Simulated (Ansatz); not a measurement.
# Single-point calculation, with input and output: Al13N12 (part 2 of 3)

Al13N12 (slab, 25 atoms in the cell); DFT, PBE, dispersion d3bj, plane waves, PAW, spin-polarised (Ansatz 0.2.0); cutoff 420 eV, 5×6×1 k-mesh, Gaussian smearing of 0.05 eV, collinear spins. The structure derives from an entry of the Crystallography Open Database. Some settings of this run were made unusual or wrong on purpose.

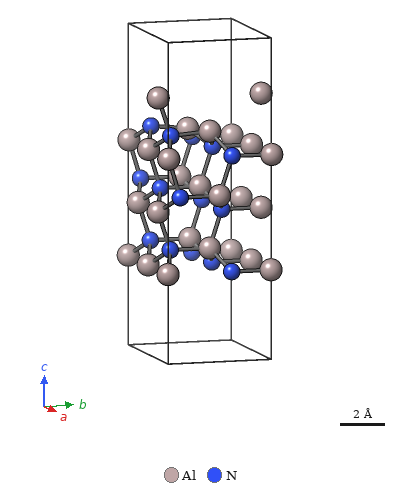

*The structure (ball-and-stick view of the cell of the calculation, with the vacuum cut short, seen slightly off an axis). An atom can appear more than once, as a periodic image.*

**The program's output, continued**
```
SCF iter   1: F=—  HF=-11658.842773 eV  |F-HF|=—  |Δ(HF+E_count)|=         —  Δρ=5.31e-2 (↑5.31e-2 ↓5.29e-2)  dr2=1.25e2  dr2_m=3.23e-2  M=0.367 μB ∫|m|=0.402 μB  β_m=0.30  ethr=3.10e-3  p=-0.000 e·Å  D=-9.90e-9 V/Å  ΔV_dip=0.00 eV  dr2_dipole=2.05e0  V_vac-E_F(+/−)=6.23/6.23 eV  ⟨swp⟩=8.8  Hψ=9857  notcnv=0  defer=121
efield: sawtooth ramp at fractional position 0.9748 (placed from the atoms, in the widest stretch of the axis that holds none; the zero of the levels goes with the place), width 0.0400; the density the first Hamiltonian is built on has a dipole p = -0.000 e·Å; the dipole correction subtracts the counter field D = -9.90e-9 V/Å, which shifts the + side's vacuum level by +0.00 eV against the − side's; the planar-averaged density in the ramp window peaks in size at 7.4e-8 e/Å³
preconditioner: auto → LDOS  [metal: Δε(μ)=0.041 eV  Ē_g=11.088 eV  σ=0.050 eV  W_gap=0.42  n_scr=98 (ndim 8)  ℏωp=11.5 eV  f_vac=0.546  D(μ)=2.69/eV (n_scr^D=6)]
spin=Collinear: LDOS preconditioning applied to the charge; magnetization (m = ρ↑ − ρ↓) channel mixes plain (no charge-response kernel on spin).
SCF iter   2: F=—  HF=-11630.784283 eV  |F-HF|=—  |Δ(HF+E_count)|=    2.81e1  Δρ=2.16e-2 (↑2.16e-2 ↓2.14e-2)  dr2=2.82e1  dr2_m=1.90e-2  M=0.333 μB ∫|m|=0.361 μB  β_m=0.30  ethr=3.10e-3  p=-0.036 e·Å  D=-8.41e-3 V/Å  ΔV_dip=0.21 eV  dr2_dipole=5.28e-1  V_vac-E_F(+/−)=5.52/5.31 eV  ⟨swp⟩=4.4  Hψ=4489  notcnv=0  defer=472  κ⁻¹=1.0e0(r=1)
preconditioner: auto → Resta (q_TF=auto, 1.933 Å⁻¹)  ε∞=2.1  [insulator: Δε(μ)=0.103 eV  Ē_g=12.628 eV  σ=0.050 eV  W_gap=0.86  n_scr=98 (ndim 8)  ℏωp=13.2 eV  f_vac=0.550  D(μ)=0.65/eV (n_scr^D=2)  ε∞_Penn≈2.1  vacuum switching on, ρ_ref=1.2e-2 e/Å³]
spin=Collinear: Resta preconditioning applied to the charge; magnetization (m = ρ↑ − ρ↓) channel mixes plain (no charge-response kernel on spin).
SCF iter   3: F=—  HF=-11624.138734 eV  |F-HF|=—  |Δ(HF+E_count)|=    6.65e0  Δρ=1.01e-2 (↑1.00e-2 ↓1.01e-2)  dr2=2.62e0  dr2_m=2.31e-2  M=0.010 μB ∫|m|=0.133 μB  β_m=0.30  ethr=3.10e-3  p=0.097 e·Å  D=2.23e-2 V/Å  ΔV_dip=-0.56 eV  dr2_dipole=1.62e-1  V_vac-E_F(+/−)=4.18/4.75 eV  ⟨swp⟩=3.8  Hψ=3541  notcnv=0  defer=493  κ⁻¹=7.7e-2(r=2)
SCF iter   4: F=—  HF=-11623.740161 eV  |F-HF|=—  |Δ(HF+E_count)|=   3.99e-1  Δρ=6.07e-3 (↑5.97e-3 ↓6.07e-3)  dr2=1.91e0  dr2_m=6.24e-3  M=0.319 μB ∫|m|=0.335 μB  β_m=0.30  ethr=2.65e-3  p=-0.125 e·Å  D=-2.88e-2 V/Å  ΔV_dip=0.73 eV  dr2_dipole=5.99e-1  V_vac-E_F(+/−)=4.37/3.64 eV  ⟨swp⟩=2.1  Hψ=2199  notcnv=0  defer=504  κ⁻¹=6.5e-2(r=3)
SCF iter   5: F=—  HF=-11623.658241 eV  |F-HF|=—  |Δ(HF+E_count)|=   8.19e-2  Δρ=4.81e-3 (↑4.71e-3 ↓4.81e-3)  dr2=5.87e-1  dr2_m=9.47e-3  M=0.000 μB ∫|m|=0.088 μB  β_m=0.30  ethr=1.93e-3  p=0.026 e·Å  D=5.95e-3 V/Å  ΔV_dip=-0.15 eV  dr2_dipole=1.05e-1  V_vac-E_F(+/−)=4.03/4.18 eV  ⟨swp⟩=2.9  Hψ=2159  notcnv=0  defer=484  κ⁻¹=2.0e-3(r=4)
SCF iter   6: F=—  HF=-11623.593047 eV  |F-HF|=—  |Δ(HF+E_count)|=   6.52e-2  Δρ=1.34e-3 (↑1.17e-3 ↓1.34e-3)  dr2=6.54e-2  dr2_m=4.63e-3  M=0.009 μB ∫|m|=0.067 μB  β_m=0.30  ethr=5.93e-4  p=-0.105 e·Å  D=-2.44e-2 V/Å  ΔV_dip=0.62 eV  dr2_dipole=1.69e-2  V_vac-E_F(+/−)=4.22/3.60 eV  ⟨swp⟩=3.0  Hψ=2899  notcnv=0  defer=495  κ⁻¹=1.6e-4(r=5)
SCF iter   7: F=—  HF=-11623.596255 eV  |F-HF|=—  |Δ(HF+E_count)|=   3.21e-3  Δρ=7.24e-4 (↑7.24e-4 ↓7.18e-4)  dr2=8.41e-3  dr2_m=1.77e-3  M=0.051 μB ∫|m|=0.069 μB  β_m=1.00  ethr=6.61e-5  p=-0.132 e·Å  D=-3.04e-2 V/Å  ΔV_dip=0.77 eV  dr2_dipole=2.13e-4  V_vac-E_F(+/−)=4.28/3.52 eV  ⟨swp⟩=1.9  Hψ=2106  notcnv=0  defer=499  κ⁻¹=1.1e-4(r=6)
SCF iter   8: F=—  HF=-11623.604812 eV  |F-HF|=—  |Δ(HF+E_count)|=   8.56e-3  Δρ=2.95e-4 (↑2.90e-4 ↓2.95e-4)  dr2=2.00e-3  dr2_m=1.05e-4  M=0.033 μB ∫|m|=0.038 μB  β_m=0.30  ethr=8.49e-6  p=-0.139 e·Å  D=-3.21e-2 V/Å  ΔV_dip=0.81 eV  dr2_dipole=1.01e-4  V_vac-E_F(+/−)=4.32/3.51 eV  ⟨swp⟩=2.5  Hψ=2515  notcnv=0  defer=496  κ⁻¹=1.4e-5(r=7)
SCF iter   9: F=—  HF=-11623.605678 eV  |F-HF|=—  |Δ(HF+E_count)|=   8.66e-4  Δρ=1.40e-4 (↑1.40e-4 ↓1.31e-4)  dr2=7.46e-4  dr2_m=5.78e-5  M=0.038 μB ∫|m|=0.041 μB  β_m=1.00  ethr=2.03e-6  p=-0.143 e·Å  D=-3.31e-2 V/Å  ΔV_dip=0.84 eV  dr2_dipole=2.61e-4  V_vac-E_F(+/−)=4.32/3.48 eV  ⟨swp⟩=2.1  Hψ=2323  notcnv=0  defer=496  κ⁻¹=1.8e-6(r=8)
SCF iter  10: F=—  HF=-11623.606014 eV  |F-HF|=—  |Δ(HF+E_count)|=   3.36e-4  Δρ=8.01e-5 (↑5.58e-5 ↓8.01e-5)  dr2=7.90e-4  dr2_m=1.39e-5  M=0.026 μB ∫|m|=0.029 μB  β_m=0.30  ethr=7.53e-7  p=-0.140 e·Å  D=-3.23e-2 V/Å  ΔV_dip=0.82 eV  dr2_dipole=4.37e-4  V_vac-E_F(+/−)=4.31/3.50 eV  ⟨swp⟩=2.4  Hψ=2175  notcnv=0  defer=496  κ⁻¹=5.3e-7(r=8)
SCF iter  11: F=—  HF=-11623.606019 eV  |F-HF|=—  |Δ(HF+E_count)|=   5.50e-6  Δρ=4.59e-5 (↑4.59e-5 ↓3.56e-5)  dr2=3.98e-4  dr2_m=4.56e-6  M=0.031 μB ∫|m|=0.033 μB  β_m=1.00  ethr=7.53e-7  p=-0.145 e·Å  D=-3.35e-2 V/Å  ΔV_dip=0.85 eV  dr2_dipole=2.20e-4  V_vac-E_F(+/−)=4.32/3.48 eV  ⟨swp⟩=2.3  Hψ=1879  notcnv=0  defer=496  κ⁻¹=1.9e-6(r=8)
SCF iter  12: F=—  HF=-11623.606014 eV  |F-HF|=—  |Δ(HF+E_count)|=   5.08e-6  Δρ=2.51e-5 (↑1.70e-5 ↓2.51e-5)  dr2=3.64e-5  dr2_m=2.62e-6  M=0.025 μB ∫|m|=0.028 μB  β_m=0.30  ethr=4.02e-7  p=-0.143 e·Å  D=-3.30e-2 V/Å  ΔV_dip=0.84 eV  dr2_dipole=2.01e-5  V_vac-E_F(+/−)=4.32/3.48 eV  ⟨swp⟩=1.9  Hψ=1384  notcnv=0  defer=496  κ⁻¹=4.7e-7(r=8)
SCF iter  13: F=—  HF=-11623.606013 eV  |F-HF|=—  |Δ(HF+E_count)|=   1.60e-6  Δρ=1.63e-5 (↑1.63e-5 ↓1.39e-5)  dr2=1.83e-6  dr2_m=1.51e-6  M=0.025 μB ∫|m|=0.027 μB  β_m=1.00  ethr=3.68e-8  p=-0.144 e·Å  D=-3.32e-2 V/Å  ΔV_dip=0.84 eV  dr2_dipole=8.55e-7  V_vac-E_F(+/−)=4.32/3.48 eV  ⟨swp⟩=2.0  Hψ=2255  notcnv=0  defer=496  κ⁻¹=7.0e-7(r=8)
SCF iter  14: F=—  HF=-11623.606000 eV  |F-HF|=—  |Δ(HF+E_count)|=   1.24e-5  Δρ=1.24e-5 (↑1.05e-5 ↓1.24e-5)  dr2=1.25e-6  dr2_m=9.12e-7  M=0.022 μB ∫|m|=0.024 μB  β_m=0.30  ethr=1.85e-9  p=-0.144 e·Å  D=-3.32e-2 V/Å  ΔV_dip=0.84 eV  dr2_dipole=7.41e-7  V_vac-E_F(+/−)=4.32/3.48 eV  ⟨swp⟩=3.3  Hψ=2688  notcnv=0  defer=497  κ⁻¹=7.8e-7(r=8)
SCF iter  15: F=—  HF=-11623.606000 eV  |F-HF|=—  |Δ(HF+E_count)|=   2.77e-7  Δρ=1.02e-5 (↑9.86e-6 ↓1.02e-5)  dr2=4.54e-8  dr2_m=7.12e-7  M=0.021 μB ∫|m|=0.023 μB  β_m=1.20  ethr=1.26e-9  p=-0.144 e·Å  D=-3.32e-2 V/Å  ΔV_dip=0.84 eV  dr2_dipole=1.62e-8  V_vac-E_F(+/−)=4.32/3.48 eV  ⟨swp⟩=2.1  Hψ=1803  notcnv=0  defer=497
Mixer restart at iter 15: flushing history
spin-set hold released at iteration 15 (site moments contracting): the magnetisation degrees of freedom join the quasi-Newton model from the next iteration; the mixer history was flushed
SCF iter  16: F=—  HF=-11623.606005 eV  |F-HF|=—  |Δ(HF+E_count)|=   4.59e-6  Δρ=8.78e-6 (↑7.42e-6 ↓8.78e-6)  dr2=5.31e-7  dr2_m=4.62e-7  M=0.019 μB ∫|m|=0.020 μB  β_m=1.20  ethr=4.59e-11  p=-0.144 e·Å  D=-3.33e-2 V/Å  ΔV_dip=0.84 eV  dr2_dipole=3.07e-7  V_vac-E_F(+/−)=4.32/3.48 eV  ⟨swp⟩=4.5  Hψ=3975  notcnv=0  defer=497  κ⁻¹=1.0e0(r=1)
density mixer auto → broyden: gapped, with many states about μ (density of states about μ 0.28 of a free-electron gas's, 98 screened modes)
SCF iter  17: F=—  HF=-11623.606005 eV  |F-HF|=—  |Δ(HF+E_count)|=   7.50e-8  Δρ=8.69e-6 (↑7.39e-6 ↓8.69e-6)  dr2=4.77e-7  dr2_m=4.55e-7  M=0.019 μB ∫|m|=0.020 μB  β_m=1.20  ethr=4.59e-11  p=-0.144 e·Å  D=-3.33e-2 V/Å  ΔV_dip=0.84 eV  dr2_dipole=2.74e-7  V_vac-E_F(+/−)=4.32/3.48 eV  ⟨swp⟩=1.5  Hψ=1325  notcnv=0  defer=497  κ⁻¹=6.1e-4(r=2)
SCF iter  18: F=—  HF=-11623.606012 eV  |F-HF|=—  |Δ(HF+E_count)|=   7.12e-6  Δρ=3.99e-6 (↑3.99e-6 ↓3.54e-6)  dr2=3.43e-7  dr2_m=9.54e-8  M=0.011 μB ∫|m|=0.012 μB  β_m=1.20  ethr=4.59e-11  p=-0.144 e·Å  D=-3.33e-2 V/Å  ΔV_dip=0.84 eV  dr2_dipole=1.95e-7  V_vac-E_F(+/−)=4.32/3.48 eV  ⟨swp⟩=5.5  Hψ=4654  notcnv=0  defer=497  κ⁻¹=1.8e-6(r=3)
SCF iter  19: F=—  HF=-11623.606015 eV  |F-HF|=—  |Δ(HF+E_count)|=   2.35e-6  Δρ=1.75e-6 (↑1.75e-6 ↓1.31e-6)  dr2=1.65e-7  dr2_m=1.35e-8  M=0.003 μB ∫|m|=0.004 μB  β_m=0.50  ethr=4.59e-11  p=-0.144 e·Å  D=-3.34e-2 V/Å  ΔV_dip=0.84 eV  dr2_dipole=9.84e-8  V_vac-E_F(+/−)=4.32/3.48 eV  ⟨swp⟩=5.2  Hψ=4613  notcnv=0  defer=497  κ⁻¹=1.6e-6(r=4)
SCF iter  20: F=—  HF=-11623.606015 eV  |F-HF|=—  |Δ(HF+E_count)|=   2.66e-7  Δρ=9.77e-7 (↑9.77e-7 ↓8.71e-7)  dr2=4.04e-8  dr2_m=3.98e-9  M=0.000 μB ∫|m|=0.000 μB  β_m=1.20  ethr=4.59e-11  p=-0.144 e·Å  D=-3.34e-2 V/Å  ΔV_dip=0.84 eV  dr2_dipole=2.21e-8  V_vac-E_F(+/−)=4.32/3.48 eV  ⟨swp⟩=4.5  Hψ=3641  notcnv=0  defer=497  κ⁻¹=1.2e-6(r=5)
SCF iter  21: F=—  HF=-11623.606015 eV  |F-HF|=—  |Δ(HF+E_count)|=   1.37e-8  Δρ=4.79e-7 (↑2.74e-7 ↓4.79e-7)  dr2=6.58e-8  dr2_m=3.20e-10  M=0.000 μB ∫|m|=0.001 μB  β_m=1.20  ethr=4.09e-11  p=-0.144 e·Å  D=-3.33e-2 V/Å  ΔV_dip=0.84 eV  dr2_dipole=3.79e-8  V_vac-E_F(+/−)=4.32/3.48 eV  ⟨swp⟩=3.0  Hψ=2566  notcnv=0  defer=498  κ⁻¹=1.1e-6(r=6)
SCF iter  22: F=—  HF=-11623.606015 eV  |F-HF|=—  |Δ(HF+E_count)|=   3.57e-9  Δρ=2.37e-7 (↑2.37e-7 ↓2.15e-7)  dr2=1.06e-9  dr2_m=3.01e-10  M=0.001 μB ∫|m|=0.001 μB  β_m=1.20  ethr=4.09e-11  p=-0.144 e·Å  D=-3.33e-2 V/Å  ΔV_dip=0.84 eV  dr2_dipole=5.14e-10  V_vac-E_F(+/−)=4.32/3.48 eV  ⟨swp⟩=2.5  Hψ=2285  notcnv=0  defer=498  κ⁻¹=6.4e-7(r=7)
SCF iter  23: F=—  HF=-11623.606015 eV  |F-HF|=—  |Δ(HF+E_count)|=   1.34e-8  Δρ=1.09e-7 (↑1.09e-7 ↓6.50e-8)  dr2=2.32e-9  dr2_m=2.62e-11  M=0.000 μB ∫|m|=0.000 μB  β_m=1.20  ethr=1.07e-12  p=-0.144 e·Å  D=-3.33e-2 V/Å  ΔV_dip=0.84 eV  dr2_dipole=1.36e-9  V_vac-E_F(+/−)=4.32/3.48 eV  ⟨swp⟩=4.5  Hψ=3686  notcnv=0  defer=498  κ⁻¹=4.8e-7(r=8)
SCF iter  24: F=—  HF=-11623.606015 eV  |F-HF|=—  |Δ(HF+E_count)|=   2.06e-9  Δρ=3.19e-8 (↑3.08e-8 ↓3.19e-8)  dr2=1.63e-10  dr2_m=1.06e-12  M=0.000 μB ∫|m|=0.000 μB  β_m=1.20  ethr=1.07e-12  p=-0.144 e·Å  D=-3.33e-2 V/Å  ΔV_dip=0.84 eV  dr2_dipole=9.00e-11  V_vac-E_F(+/−)=4.32/3.48 eV  ⟨swp⟩=4.0  Hψ=3389  notcnv=0  defer=498  κ⁻¹=4.8e-7(r=8)
SCF iter  25: F=—  HF=-11623.606015 eV  |F-HF|=—  |Δ(HF+E_count)|=  5.64e-11  Δρ=1.67e-8 (↑1.67e-8 ↓1.51e-8)  dr2=1.04e-11  dr2_m=7.30e-13  M=0.000 μB ∫|m|=0.000 μB  β_m=1.20  ethr=1.65e-13 (applied; sched 1.00e-12)  p=-0.144 e·Å  D=-3.33e-2 V/Å  ΔV_dip=0.84 eV  dr2_dipole=4.74e-12  V_vac-E_F(+/−)=4.32/3.48 eV  ⟨swp⟩=3.0  Hψ=2547  notcnv=0  defer=498  κ⁻¹=6.9e-7(r=8)
SCF iter  26: F=—  HF=-11623.606015 eV  |F-HF|=—  |Δ(HF+E_count)|=  1.29e-10  Δρ=9.82e-9 (↑9.82e-9 ↓5.75e-9)  dr2=1.79e-11  dr2_m=1.72e-13  M=0.000 μB ∫|m|=0.000 μB  β_m=1.20  ethr=1.05e-14 (applied; sched 1.00e-12)  p=-0.144 e·Å  D=-3.33e-2 V/Å  ΔV_dip=0.84 eV  dr2_dipole=1.05e-11  V_vac-E_F(+/−)=4.32/3.48 eV  ⟨swp⟩=4.1  Hψ=3501  notcnv=0  defer=498  κ⁻¹=8.8e-7(r=8)
SCF iter  27: F=—  HF=-11623.606015 eV  |F-HF|=—  |Δ(HF+E_count)|=  1.82e-11  Δρ=4.60e-9 (↑4.60e-9 ↓3.26e-9)  dr2=6.00e-12  dr2_m=1.31e-14  M=0.000 μB ∫|m|=0.000 μB  β_m=0.46  ethr=1.81e-14 (applied; sched 1.00e-12)  p=-0.144 e·Å  D=-3.33e-2 V/Å  ΔV_dip=0.84 eV  dr2_dipole=3.47e-12  V_vac-E_F(+/−)=4.32/3.48 eV  ⟨swp⟩=3.5  Hψ=2745  notcnv=0  defer=498  κ⁻¹=1.1e-7(r=8)
SCF iter  28: F=—  HF=-11623.606015 eV  |F-HF|=—  |Δ(HF+E_count)|=  3.09e-11  Δρ=1.48e-9 (↑1.40e-9 ↓1.48e-9)  dr2=8.86e-14  dr2_m=9.77e-15  M=-0.000 μB ∫|m|=0.000 μB  β_m=1.20  ethr=6.06e-15 (applied; sched 1.00e-12)  p=-0.144 e·Å  D=-3.33e-2 V/Å  ΔV_dip=0.84 eV  dr2_dipole=4.33e-14  V_vac-E_F(+/−)=4.32/3.48 eV  ⟨swp⟩=2.9  Hψ=2571  notcnv=0  defer=498  κ⁻¹=2.3e-8(r=8)
SCF iter  29: F=—  HF=-11623.606015 eV  |F-HF|=—  |Δ(HF+E_count)|=  2.73e-11  Δρ=5.62e-10 (↑5.62e-10 ↓5.24e-10)  dr2=4.76e-15  dr2_m=7.71e-16  M=0.000 μB ∫|m|=0.000 μB  β_m=1.20  ethr=8.95e-17 (applied; sched 1.00e-12)  p=-0.144 e·Å  D=-3.33e-2 V/Å  ΔV_dip=0.84 eV  dr2_dipole=8.18e-16  V_vac-E_F(+/−)=4.32/3.48 eV  ⟨swp⟩=3.1  Hψ=3612  notcnv=0  defer=498  κ⁻¹=4.1e-8(r=8)
SCF iter  30: F=—  HF=-11623.606015 eV  |F-HF|=—  |Δ(HF+E_count)|=  1.82e-12  Δρ=2.22e-10 (↑2.22e-10 ↓2.02e-10)  dr2=1.10e-15  dr2_m=4.50e-17  M=-0.000 μB ∫|m|=0.000 μB  β_m=1.20  ethr=4.81e-18 (applied; sched 1.00e-12)  p=-0.144 e·Å  D=-3.33e-2 V/Å  ΔV_dip=0.84 eV  dr2_dipole=4.62e-17  V_vac-E_F(+/−)=4.32/3.48 eV  ⟨swp⟩=4.3  Hψ=3468  notcnv=0  defer=498  κ⁻¹=1.8e-7(r=8)
SCF iter  31: F=—  HF=-11623.606015 eV  |F-HF|=—  |Δ(HF+E_count)|=  5.46e-12  Δρ=1.06e-10 (↑1.06e-10 ↓9.71e-11)  dr2=1.78e-16  dr2_m=3.29e-17  M=-0.000 μB ∫|m|=0.000 μB  β_m=1.20  ethr=1.11e-18 (applied; sched 1.00e-12)  p=-0.144 e·Å  D=-3.33e-2 V/Å  ΔV_dip=0.84 eV  dr2_dipole=8.92e-19  V_vac-E_F(+/−)=4.32/3.48 eV  ⟨swp⟩=3.6  Hψ=3428  notcnv=0  defer=498  κ⁻¹=8.1e-8(r=8)
SCF iter  32: F=—  HF=-11623.606015 eV  |F-HF|=—  |Δ(HF+E_count)|=    0.00e0  Δρ=4.95e-11 (↑4.95e-11 ↓4.41e-11)  dr2=2.54e-17  dr2_m=9.35e-18  M=-0.000 μB ∫|m|=0.000 μB  β_m=1.20  ethr=9.19e-19 (applied; sched 1.00e-12)  p=-0.144 e·Å  D=-3.33e-2 V/Å  ΔV_dip=0.84 eV  dr2_dipole=3.03e-19  V_vac-E_F(+/−)=4.32/3.48 eV  ⟨swp⟩=4.0  Hψ=3421  notcnv=0  defer=498  κ⁻¹=2.1e-7(r=8)
SCF iter  33: F=—  HF=-11623.606015 eV  |F-HF|=—  |Δ(HF+E_count)|=  1.09e-11  Δρ=2.70e-11 (↑2.70e-11 ↓2.33e-11)  dr2=8.91e-18  dr2_m=1.76e-18  M=-0.000 μB ∫|m|=0.000 μB  β_m=1.20  ethr=9.19e-19 (applied; sched 1.00e-12)  p=-0.144 e·Å  D=-3.33e-2 V/Å  ΔV_dip=0.84 eV  dr2_dipole=4.44e-20  V_vac-E_F(+/−)=4.32/3.48 eV  ⟨swp⟩=3.0  Hψ=2447  notcnv=0  defer=498  κ⁻¹=2.5e-7(r=8)
SCF iter  34: F=—  HF=-11623.606015 eV  |F-HF|=—  |Δ(HF+E_count)|=  4.18e-11  Δρ=1.06e-11 (↑1.06e-11 ↓9.88e-12)  dr2=1.48e-18  dr2_m=2.39e-19  M=-0.000 μB ∫|m|=0.000 μB  β_m=1.20  ethr=9.19e-19 (applied; sched 1.00e-12)  p=-0.144 e·Å  D=-3.33e-2 V/Å  ΔV_dip=0.84 eV  dr2_dipole=5.91e-21  V_vac-E_F(+/−)=4.32/3.48 eV  ⟨swp⟩=2.5  Hψ=2387  notcnv=0  defer=498  κ⁻¹=6.3e-8(r=8)
SCF iter  35: F=—  HF=-11623.606015 eV  |F-HF|=—  |Δ(HF+E_count)|=  1.27e-11  Δρ=5.34e-12 (↑4.98e-12 ↓5.34e-12)  dr2=3.62e-19  dr2_m=8.68e-20  M=-0.000 μB ∫|m|=0.000 μB  β_m=1.20  ethr=9.19e-19 (applied; sched 1.00e-12)  p=-0.144 e·Å  D=-3.33e-2 V/Å  ΔV_dip=0.84 eV  dr2_dipole=1.59e-22  V_vac-E_F(+/−)=4.32/3.48 eV  ⟨swp⟩=1.8  Hψ=1350  notcnv=0  defer=498  κ⁻¹=2.6e-8(r=8)
SCF iter  36: F=—  HF=-11623.606015 eV  |F-HF|=—  |Δ(HF+E_count)|=  7.28e-12  Δρ=2.35e-12 (↑2.35e-12 ↓2.27e-12)  dr2=5.66e-20  dr2_m=1.76e-20  M=-0.000 μB ∫|m|=0.000 μB  β_m=1.20  ethr=9.19e-19 (applied; sched 1.00e-12)  p=-0.144 e·Å  D=-3.33e-2 V/Å  ΔV_dip=0.84 eV  dr2_dipole=1.51e-21  V_vac-E_F(+/−)=4.32/3.48 eV  ⟨swp⟩=1.0  Hψ=1302  notcnv=0  defer=498  κ⁻¹=8.5e-7(r=8)
SCF iter  37: F=—  HF=-11623.606015 eV  |F-HF|=—  |Δ(HF+E_count)|=  5.46e-12  Δρ=1.21e-12 (↑1.19e-12 ↓1.21e-12)  dr2=1.90e-20  dr2_m=3.13e-21  M=-0.000 μB ∫|m|=0.000 μB  β_m=1.20  ethr=9.19e-19 (applied; sched 1.00e-12)  p=-0.144 e·Å  D=-3.33e-2 V/Å  ΔV_dip=0.84 eV  dr2_dipole=5.78e-23  V_vac-E_F(+/−)=4.32/3.48 eV  ⟨swp⟩=1.0  Hψ=1302  notcnv=0  defer=498  κ⁻¹=2.9e-6(r=8)
SCF iter  38: F=—  HF=-11623.606015 eV  |F-HF|=—  |Δ(HF+E_count)|=  9.09e-12  Δρ=6.19e-13 (↑6.19e-13 ↓5.93e-13)  dr2=5.53e-21  dr2_m=1.18e-21  M=-0.000 μB ∫|m|=0.000 μB  β_m=1.20  ethr=1.00e-12  p=-0.144 e·Å  D=-3.33e-2 V/Å  ΔV_dip=0.84 eV  dr2_dipole=4.84e-22  V_vac-E_F(+/−)=4.32/3.48 eV  ⟨swp⟩=30.5  Hψ=14546  notcnv=0  κ⁻¹=6.9e-6(r=8)
SCF iter  39: F=—  HF=-11623.606015 eV  |F-HF|=—  |Δ(HF+E_count)|=  2.55e-11  Δρ=2.86e-13 (↑2.76e-13 ↓2.86e-13)  dr2=1.58e-21  dr2_m=1.99e-22  M=-0.000 μB ∫|m|=0.000 μB  β_m=1.20  ethr=1.00e-12  p=-0.144 e·Å  D=-3.33e-2 V/Å  ΔV_dip=0.84 eV  dr2_dipole=4.42e-23  V_vac-E_F(+/−)=4.32/3.48 eV  ⟨swp⟩=1.0  Hψ=1896  notcnv=0  κ⁻¹=2.0e-5(r=8)
```
